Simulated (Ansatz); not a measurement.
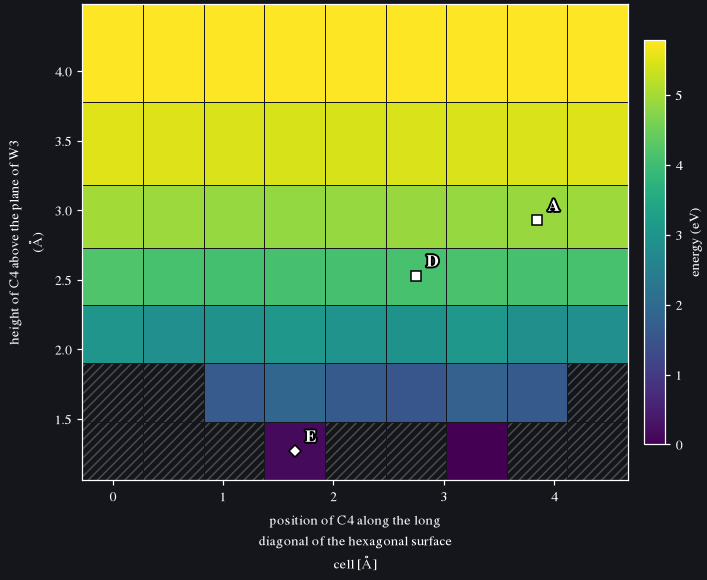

C on a W(111) slab cut from the Fm-3m phase, its upper half relaxed before the scan (3 atoms of substrate and one adsorbate in a 1 × 1 cell). C is moved along a line over the surface and along the normal, above a rigid substrate. First axis: position of C4 along the long diagonal of the hexagonal surface cell, from above W3. Second axis: height of C4 above the plane of W3. The scan uses a 9 × 7 grid. At 10 points there is no value (left out of the scan, as a rule where atoms come close). Points are written as (first, second). All energies are given in eV relative to the lowest grid point. The runs have no spin polarisation, so an open-shell adsorbate far from the surface lies too high. These are results of Ansatz 0.2.0, DFT PBE, scalar-relativistic, plane waves, PAW, not measurements. Settings: cutoff 420 eV, k-mesh 9×9×1, gaussian smearing 0.1 eV, no spin polarisation.

In the figure: one coloured cell a grid point, hatched blanks where no value was computed, lettered points.

### Is D the lowest point of the computed grid?

No. D lies 4.11 eV above the lowest grid point, which is at (3.30 Å, 1.27 Å) [nearest 3 W at 2.08 Å].

### Rank the lettered points by energy, lowest first.

E (0.15 eV), D (4.11 eV), A (4.89 eV).
